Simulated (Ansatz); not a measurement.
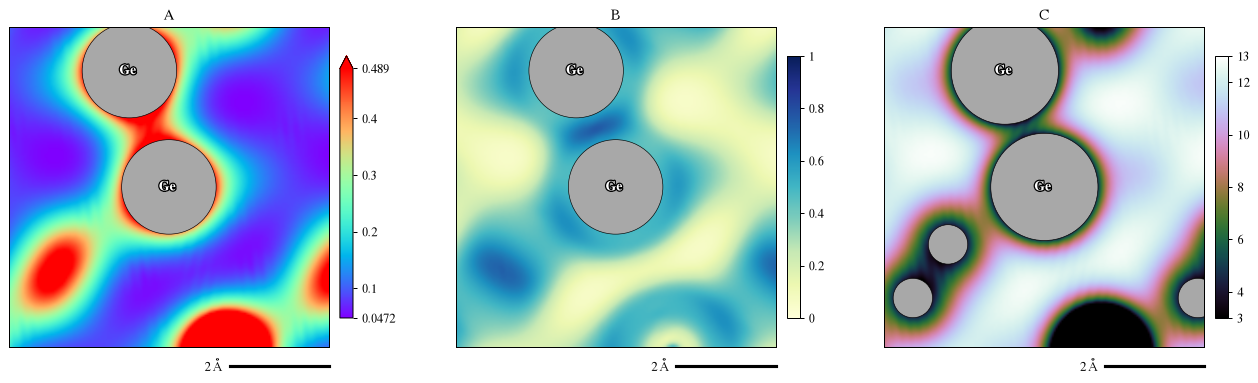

Ge: 3 fields on the (010) plane of the conventional cell, with unlabelled colour scales. Grey discs cover the atomic cores.

Space group P-1; a point of a scan over the structure, not its minimum; a structure from a database of computed crystals, not necessarily the ambient phase; changed on purpose from its base cell (engineering shear strain xz -0.0800, engineering shear strain yz -0.0267); not relaxed (largest force 0.8 eV/Å); PAW files of the earlier set (soft_1).

The calculation used DFT LDA, scalar-relativistic, plane waves, PAW (Ansatz 0.2.0).

The panels show electron localisation function, electrostatic potential energy of an electron and valence pseudo-density in some order. Assign them.

Answer. Panel A: valence pseudo-density. Panel B: electron localisation function. Panel C: electrostatic potential energy of an electron (low next to the atoms, rising into the space between them). From the grid: Ge–Ge (2.47 Å): the density is about 0.49 e/Å³ at the midpoint; the ELF peaks at about 0.75 between the atoms.
